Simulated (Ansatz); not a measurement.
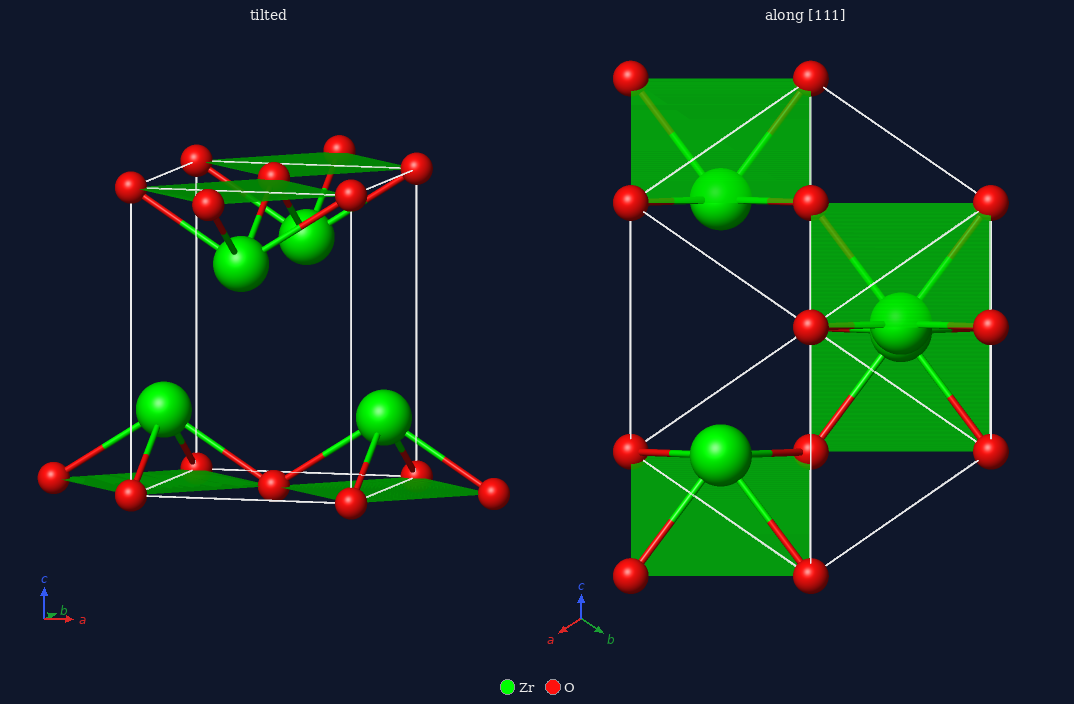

We look at a polyhedral model of the crystal slightly off an axis and along [111]. The frame is the conventional unit cell; atoms at its boundary are shown with their periodic copies. Some atoms of the next cells are drawn as well. Cell: a = 3.584 Å, b = 3.584 Å, c = 4.840 Å, α = 90.00°, β = 90.00°, γ = 90.00°.

Describe the arrangement of the atoms.

- It has the composition ZrO.
- The structure has P4/nmm (No. 129) symmetry and a primitive tetragonal lattice.
- It has 4 atoms to the cell (2 Zr, 2 O).
- Zr bonds to four O at about 2.1 Å. Each O atom is coordinated by four Zr in a tetrahedral arrangement at about 2.1 Å. Not all metal-metal contacts are counted.
- The bonds build ZrO layers parallel to (001).

Starting structure: a structure listed in the Materials Project, with elements exchanged, so it need not be a known form of the compound. A relaxation with DFT PBEsol, scalar-relativistic, plane waves, PAW (Ansatz 0.2.0) gave the geometry drawn.
